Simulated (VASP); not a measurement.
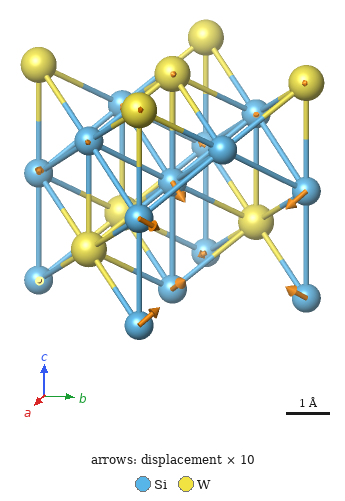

This is a relaxation of a defect cell of composition Si$_{36}$W$_{17}$. The starting structure is drawn; orange arrows show the displacements, magnified 10 times.

Style: ball-and-stick. Shown: the atoms within 4.2 Å of the atom that moves most (axes of the cell of the calculation), slightly off an axis.

The run lets the atoms move in a fixed cell.

These are results of VASP, Kohn-Sham DFT of a periodic cell, PBE, VASP PAW PBE potentials, recommended, not measurements.

The input:
```
PREC = Accurate
ENCUT = 520
EDIFF = 1E-6
ISMEAR = 1
SIGMA = 0.1
LREAL = False
LASPH = True
NELM = 60
ALGO = Normal
ISIF = 2
LWAVE = False
LCHARG = False
GGA = PE
IBRION = 2
NSW = 40
EDIFFG = -0.02
```

Run as
```bash
cat potpaw_PBE.64/Si/POTCAR potpaw_PBE.64/W_sv/POTCAR > POTCAR
mpirun -np 8 vasp_std > vasp.out
```

Question: Describe the change and its energy.

Answer: The largest moves, 0.068 Å, are those of Si atoms. By element the largest moves are Si 0.068 Å, W 0.012 Å. The cell doesn't change. Some distances before and after: Si–Si 2.589 → 2.516 Å, Si–Si 2.631 → 2.676 Å, Si–W 2.621 → 2.657 Å, Si–Si 2.631 → 2.596 Å. Over 7 geometry steps the energy falls by 0.222 eV per cell of the calculation. The largest force component goes from 0.45 to 0.011 eV/Å.

Limits of the set-up: the periodic images lie only 7.8 Å apart, so the values are limited by the cell's size.
